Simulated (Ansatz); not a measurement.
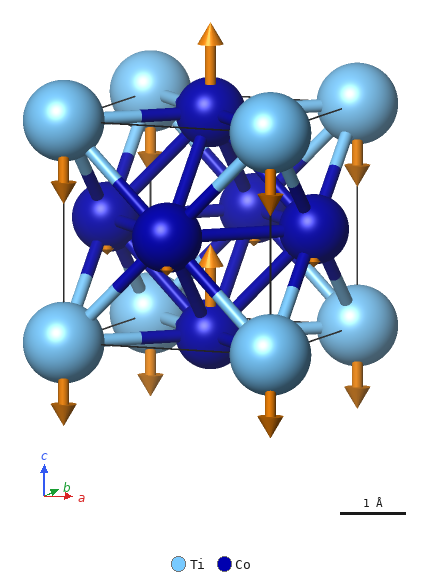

One vibrational mode of crystalline TiCo$_{3}$ at the zone centre. Displacements are drawn as orange arrows; their common scale and sign are arbitrary. Style: ball-and-stick. Shown: the cell of the calculation, slightly off an axis.

The calculation used DFT LDA, scalar-relativistic, plane waves, PAW in Ansatz.

The input:
```yaml
crystal:
  lattice:
    - [3.4942213277, 0.0, 0.0]
    - [0.0, 3.4942213277, 0.0]
    - [0.0, 0.0, 3.4942213277]
  atoms:
    - { symbol: Ti, position: [0.0, 0.0, 0.0] }
    - { symbol: Co, position: [0.0, 0.5, 0.5] }
    - { symbol: Co, position: [0.5, 0.0, 0.5] }
    - { symbol: Co, position: [0.5, 0.5, 0.0] }
basis:
  ecutwfc: 420
kpoints:
  mp_grid: { grid: [12, 12, 12] }
hamiltonian:
  xc: lda
scf:
  occupations: { method: fermi_dirac, width: 0.15 }
output:
  eigenvalues: true
phonons:
  method: dfpt
  eigenvectors: true
  qmesh: [4, 4, 4]
  temperatures: { t_max: 1000, t_step: 100 }
  qpath:
    path:
      - [[0.0, 0.0, 0.0], [0.0, 0.5, 0.0], [0.5, 0.5, 0.0], [0.0, 0.0, 0.0], [0.5, 0.5, 0.5], [0.0, 0.5, 0.0]]
      - [[0.5, 0.5, 0.5], [0.5, 0.5, 0.0]]
    npoints: 8
```

Launched with:
```bash
ansatz run input.yaml --threads 4 --pin off --max-ram 12288MiB --backend cpu --events-out ev --progress --plain --runs-dir out
```

The frequencies depend somewhat on the k-mesh and the smearing.

Question: What mode is this, and where does it lie in the spectrum?

Answer: This is the T₁u mode (triply degenerate; one member of the set is drawn) at 205 cm⁻¹, the lowest optical level, infrared-active by symmetry. All motion is along c; the kinetic energy is shared as Co 66 %, Ti 34 %. The crystal is a metal, so free carriers screen the infrared response.

Limits of the set-up: an element that often carries a moment was run without spin polarisation.
